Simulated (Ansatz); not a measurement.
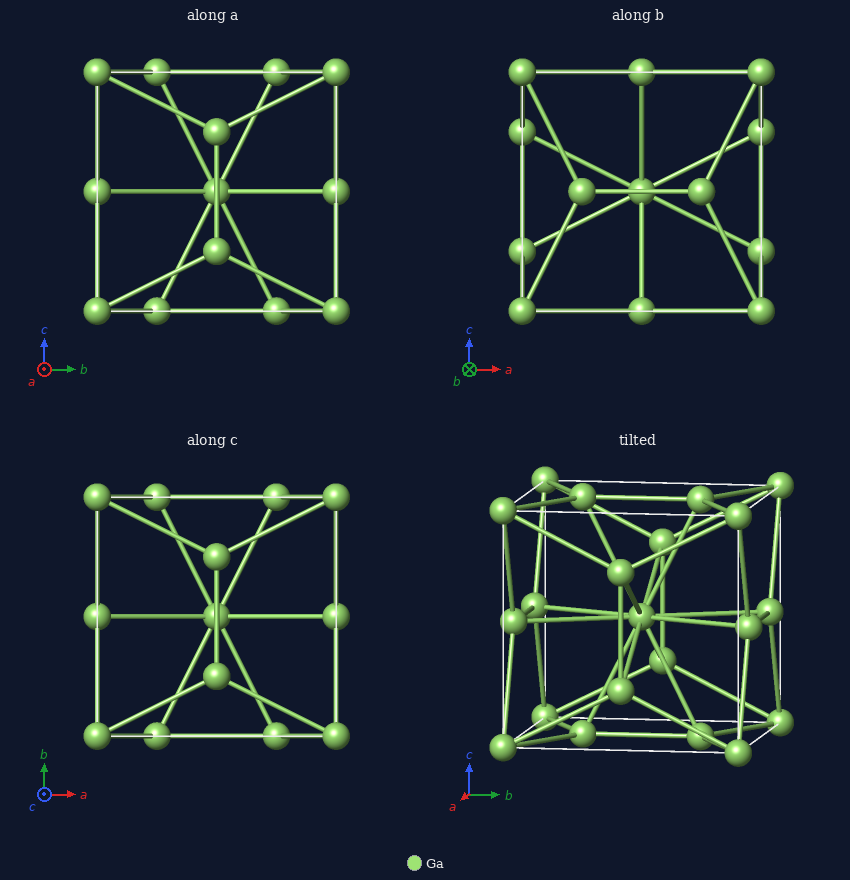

Ball-and-stick drawing of the structure, looking along the a axis, along the b axis, along the c axis and slightly off an axis. The edges of the conventional unit cell are marked.

Lattice parameters: a = 5.2038 Å, b = 5.2038 Å, c = 5.2038 Å, α = 90.000°, β = 90.000°, γ = 90.000°.

Q: Convert the drawing into a CIF with its space group and independent sites.

A:
```cif
data_structure
_symmetry_space_group_name_H-M 'P m -3 n'
_symmetry_Int_Tables_number 223
_cell_length_a 5.2038
_cell_length_b 5.2038
_cell_length_c 5.2038
_cell_angle_alpha 90.000
_cell_angle_beta 90.000
_cell_angle_gamma 90.000
_cell_volume 140.92
loop_
_atom_site_label
_atom_site_type_symbol
_atom_site_symmetry_multiplicity
_atom_site_Wyckoff_symbol
_atom_site_fract_x
_atom_site_fract_y
_atom_site_fract_z
_atom_site_occupancy
Ga1 Ga 2 a 0.0000 0.0000 0.0000 1
Ga2 Ga 6 c 0.2500 0.0000 0.5000 1
```

The structure comes from a structure type filled with this element by a generator (whether the element takes this form wasn't checked). Earlier steps of the study may have refined or changed the cell and positions. An electronic-structure calculation with Ansatz was run on it.
